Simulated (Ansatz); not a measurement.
## Electronic structure of Al₄Ni in real space

```
CELL_PARAMETERS angstrom
4.33628 0.00000 0.00000
-2.16814 3.75533 0.00000
0.00000 0.00000 5.39770
ATOMIC_POSITIONS crystal
Al 0.33333 0.66667 0.24811
Al 0.33333 0.66667 0.75189
Al 0.66667 0.33333 0.75189
Al 0.66667 0.33333 0.24811
Ni 0.00000 0.00000 0.50000
```

Space group P6/mmm; a structure generated by program, which may or may not match a known phase; computed without spin polarisation.

Theory: Ansatz, DFT PBE, scalar-relativistic, plane waves, PAW.

The density is the valence pseudo-density of a PAW calculation; it isn't the true density close to the nuclei.

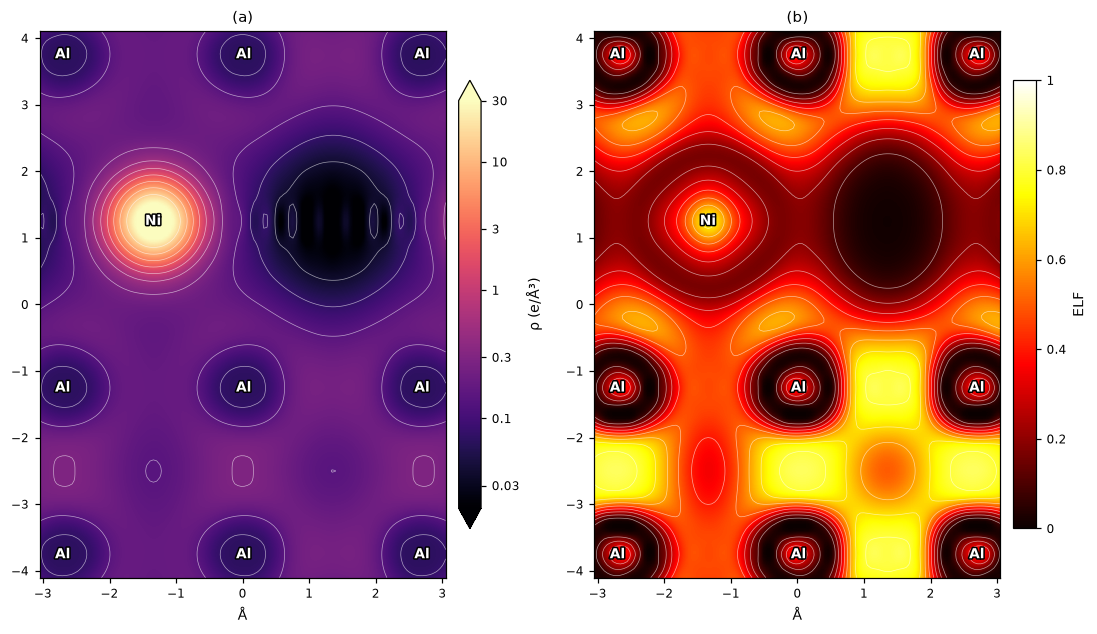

Figure 1. (a) valence electron density; (b) electron localisation function on the (110) plane of the conventional cell.

Interpret the plot.

Answer. Atoms in the plane: Al and Ni.
Al–Al (2.50 Å): the density is about 0.29 e/Å³ at the midpoint; the ELF peaks at about 0.85 between the atoms.
Al–Ni (2.85 Å): ρ is about 0.2 e/Å³ halfway; the ELF is about 0.45 at the midpoint.
Al–Al (2.68 Å): ρ at the midpoint is about 0.25 e/Å³; the ELF peaks at about 0.85 between the atoms.
Al–Al (2.72 Å): ρ at the midpoint is about 0.18 e/Å³; the ELF is about 0.45 at the midpoint.
The density dies away to nearly zero in the voids.
The features right at Ni lie inside the PAW spheres, where the map follows smoothed inner orbitals and isn't to be read closely.

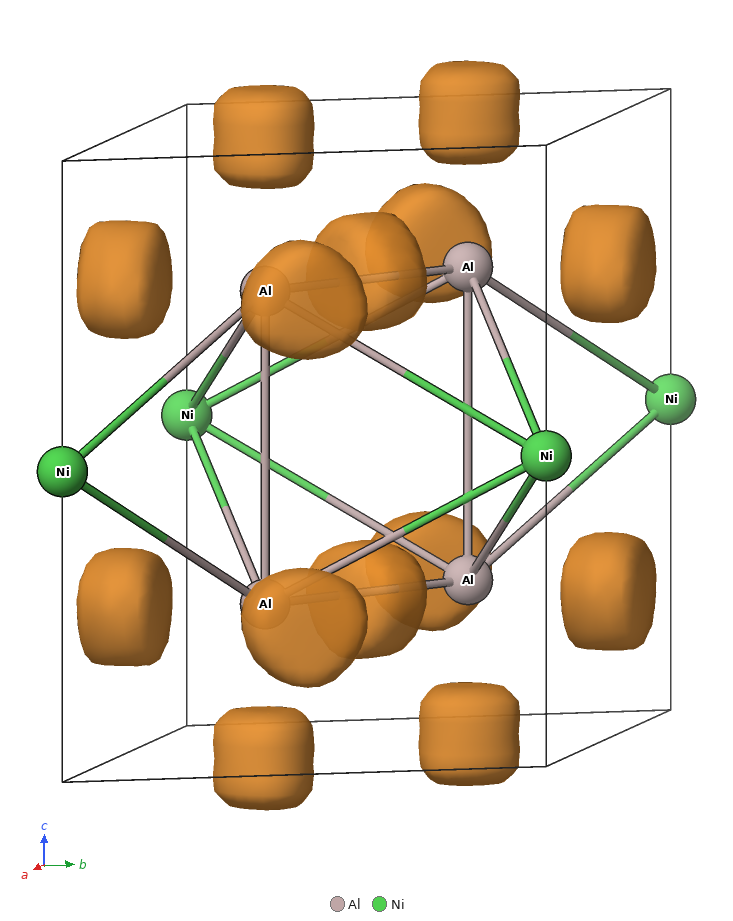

Figure 2. Isosurface of the electron localisation function at 0.75 (orange), seen slightly off an axis. Only the valence region is drawn (cores and ρ < 0.01 e/Å³ removed). Sticks mark near contacts.

Describe the localisation domains.

Answer. At this value the surface marks out eight regions between bonded Al–Al atoms, counted in one cell of 5 atoms. Any copies at cell faces, edges or corners count once.

Does the calculation make it a metal, or give it a gap?

Answer. It is metallic or semimetallic at this level of theory: no gap opens.
